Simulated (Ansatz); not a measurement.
System: CsPbBr3.

Space group Pm-3m.

The calculation's input:

```
crystal:
  lattice:
    - [5.87, 0.0, 0.0]
    - [0.0, 5.87, 0.0]
    - [0.0, 0.0, 5.87]
  atoms:
    - { symbol: Cs, position: [0.0, 0.0, 0.0] }
    - { symbol: Pb, position: [0.5, 0.5, 0.5] }
    - { symbol: Br, position: [0.0, 0.5, 0.5] }
    - { symbol: Br, position: [0.5, 0.0, 0.5] }
    - { symbol: Br, position: [0.5, 0.5, 0.0] }
basis:
  ecutwfc: 420
  fft_grid_basis: typed
kpoints:
  mp_grid: { grid: [6, 6, 6] }
hamiltonian:
  xc: pbe
  pseudopotentials: { kind: paw }
scf:
  occupations: { method: gaussian, width: 0.05 }
output:
  forces: true
  stress: true
  eigenvalues: true
  bader: true
  write_density: true
  volumetric_format: npy
  elf: true
```

Launched as:

```sh
ansatz run input.yaml --threads 1 --pin off --max-ram 3072MiB --backend cpu --events-out ev --progress --plain --runs-dir out
```

The picture shows the conventional cell (a = 5.87 Å, b = 5.87 Å, c = 5.87 Å, α = 90.00°, β = 90.00°, γ = 90.00°).

The calculation used DFT PBE, scalar-relativistic, plane waves, PAW in Ansatz 0.2.0.

### How does the converged density differ from a superposition of free atoms?

Br–Pb (2.94 Å): Δρ is +0.017 e/Å³ at the midpoint, so little or no bond charge builds up halfway.
- Over the whole cell, outside the masked cores, the largest gain, 0.03 e/Å³, lies 0.9 Å from a bromine nucleus, and the largest loss, 0.03 e/Å³, lies 1.3 Å from a lead nucleus.
- The rearranged charge, half the integral of |Δρ|, is about 0.18 e an atom.
- Bader charges: Cs +0.88, Pb +1.11 and Br −0.67 e.

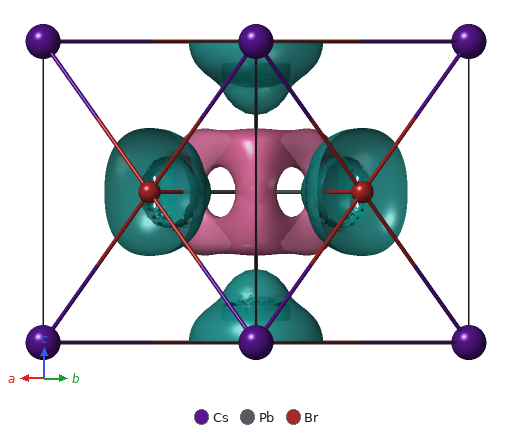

Computed deformation density: teal surfaces at +0.02 and pink ones at −0.02 e/Å³, in the conventional cell seen along [110] (the regions close to the nuclei are left out).

Cores are masked to 1.0 Å (Cs), 0.9 Å (Pb) and 0.8 Å (Br).

In a PAW calculation such maps are meaningful between the atoms, not at the nuclei.

The run took 53 s on 1 thread of Arm Neoverse N1, with other jobs on the host, peak memory 0.44 GiB.
